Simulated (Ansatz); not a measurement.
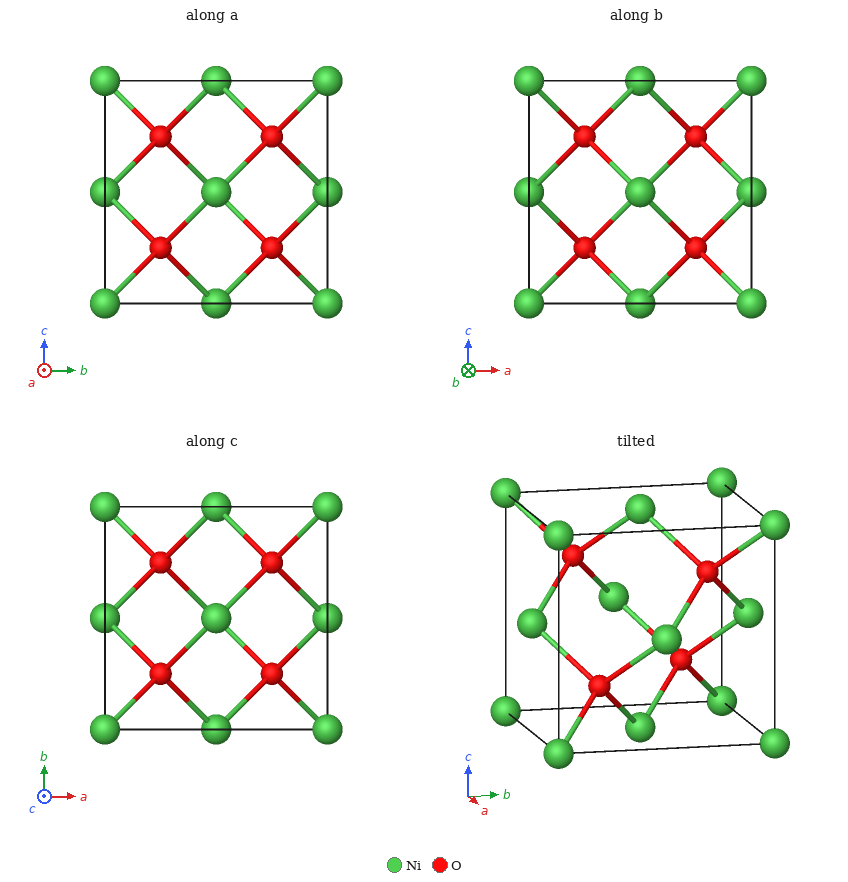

The figure gives a ball-and-stick picture of the atoms, viewed along the a axis, along the b axis, along the c axis and slightly off an axis. The conventional unit cell is outlined; an atom on or near a face, edge or corner is repeated at each equivalent position.

Lattice parameters: a = 4.482 Å, b = 4.482 Å, c = 4.482 Å, α = 90.00°, β = 90.00°, γ = 90.00°.

Transcribe the picture into a table of Wyckoff sites.

Answer. Space group F-43m (No. 216).
```tsv
atom	site	x	y	z
Ni	4a	0.0000	0.0000	0.0000
O	4d	0.2500	0.2500	0.7500
```

The model was built from a structure type filled with these elements by a generator (whether the compound takes this form wasn't checked). Earlier steps of the study, as a rule a relaxation of our own, may have changed the cell and positions, so they can lie some per cent off the listed ones. Ansatz was used for an electronic-structure calculation on it.
